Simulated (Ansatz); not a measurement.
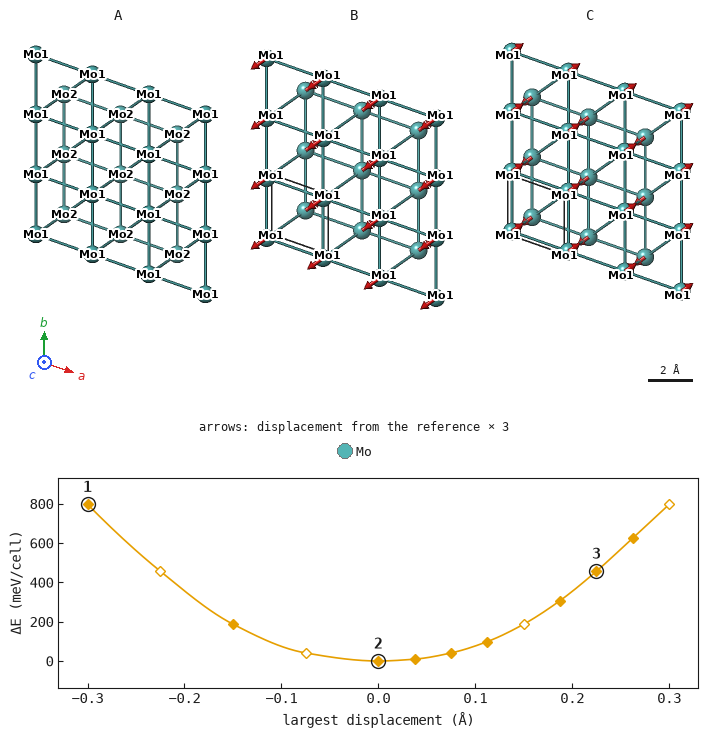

Solid Mo (Im-3m): a normal mode of wave vector (0, 0, 1/2) of the primitive cell, folded into a doubled cell, is frozen in with the cell fixed, the amplitude being the largest displacement of an atom. The frames are shuffled; the numbered points of the plot belong to them. Hollow markers are points alike by symmetry, not computed again. The picture is a ball-and-stick view of the cell of the calculation, repeated 3 × 3 × 1 with one cell outlined, seen along the c axis. Red arrows: displacements from the reference.

The calculation used DFT PBE, scalar-relativistic, plane waves, PAW (Ansatz). (plane-wave cutoff 420 eV; k-point mesh 24 × 24 × 14; occupations gaussian; smearing width 0.15 eV; no spin polarisation). Energies (free energies at the smearing named) are counted from the relaxed crystal.

**Match the frames to the points.**

Point 1 is frame B (the amplitude −0.30 Å, 797 meV/cell); 2 is frame A (the amplitude 0.00 Å, 0 meV/cell); 3 is frame C (the amplitude 0.225 Å, 457 meV/cell). The harmonic wavenumber of the mode is 133 cm⁻¹, a stable vibration. Of the computed points the lowest is at the amplitude 0.00 Å, 0 meV/cell. At the ends of the scan the energy is 797 meV/cell (−0.30 Å) and 797 meV/cell (0.30 Å). The well is symmetric. At the highest point the shortest interatomic distance is 2.44 Å, against 2.74 Å in the reference. The distortion takes the space group from Im-3m to Cmcm.
